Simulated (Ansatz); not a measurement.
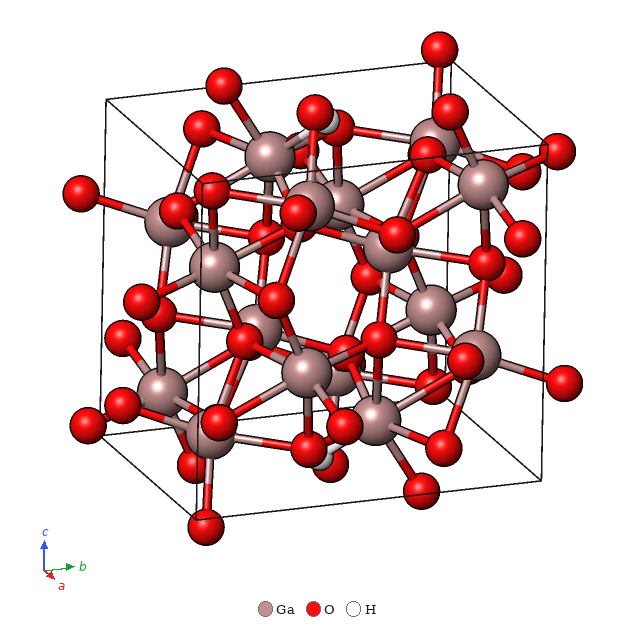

A ball-and-stick picture of a crystal structure, seen slightly off an axis. Lines trace the edges of the simulation cell. Some neighbours outside the box are added.

Describe this structure.

- The structure is one of Ga$_{16}$HO$_{24}$.
- The lattice is rhombohedral (trigonal R) and the space group R-3 (No. 148).
- The cell has 41 atoms, namely 16 Ga, 1 H, 24 O.
- The O atoms are each bonded to four Ga. H bonds to two Ga in a linear arrangement.
- The coordination, counted out to bonding distance, is Ga 6 to 7 (mean 6.1).
- The bonds build a three-dimensional framework.

Starting structure: a structure listed in the Materials Project, repeated into a supercell with a point defect put in. The atoms were relaxed in a fixed cell with DFT PBE, scalar-relativistic, plane waves, PAW in Ansatz.
